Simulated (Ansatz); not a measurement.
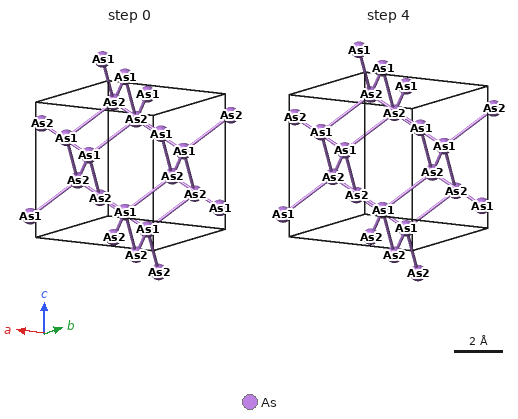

The structure of solid As (a generated structure, set up in Fd-3m) before (left) and after (right) a relaxation, at one scale.

A ball-and-stick model of the conventional cell (4 times the calculation's cell), seen from a free direction. Lengths and directions refer to the drawn axes.

Phase: diamond.

Theory: DFT, PBE, plane waves (420 eV) with PAW, scalar-relativistic in Ansatz 0.2.0. Set-up: plane-wave cutoff 420 eV; k-point mesh 9 × 9 × 9; occupations fermi dirac; smearing width 0.1 eV; no spin polarisation; cell and atoms relaxed; force threshold 0.01 eV/Å; at most 60 steps.

Describe what moved and what it gained.

The atoms keep their places relative to the cell (all moves are under 0.005 Å). The volume changes by +15.8 %, with a = b = c 5.825 → 6.116 Å (+5.0 %). Some distances before and after: As1–As2 2.522 → 2.648 Å. The space group stays Fd-3m (No. 227). The energy falls by 0.191 eV per cell of the calculation in 3 accepted moves (4 points after the start). All forces vanish by symmetry, so only the cell relaxes. The pressure goes from 8.74 to 0.03 GPa. At 1 point the geometry stayed and the basis and grid were re-selected for the new cell (energy shift of 1.4 meV per cell of the calculation at most each time). Cost: 13 s on 1 thread of Intel(R) Xeon(R) Platinum 8259CL CPU @ 2.50GHz (Skylake/Cascade Lake) (shared host), peak memory 0.52 GiB.
